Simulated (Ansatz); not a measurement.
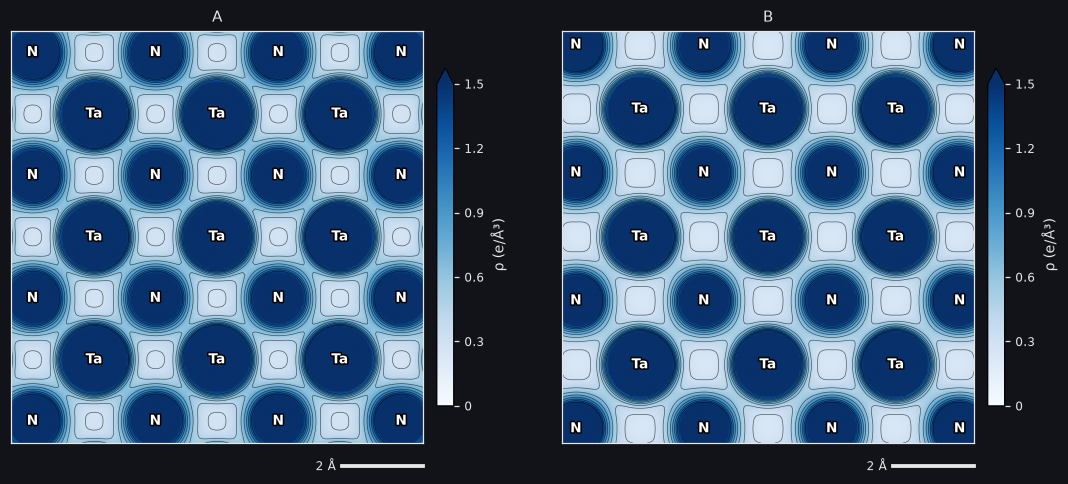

TaN. The valence pseudo-density of two cells that differ in size, on the (110) plane of each (indices in the axes of the calculation cell), at one length scale and on one colour scale: B has 11.0 Å³ an atom and A 9.7.

All numbers below come from Ansatz, DFT, PBEsol, PAW with Ansatz's default frozen-core files, scalar-relativistic.

The density is the valence pseudo-density of a PAW calculation; it isn't the true density close to the nuclei.

> What does the compression do to the bonding and the properties?

From the larger cell to the smaller, Ta–N goes from 2.22 to 2.13 Å, and the density at its midpoint from 0.52 to 0.63 e/Å³; the pressure goes from −15 to 31 GPa.
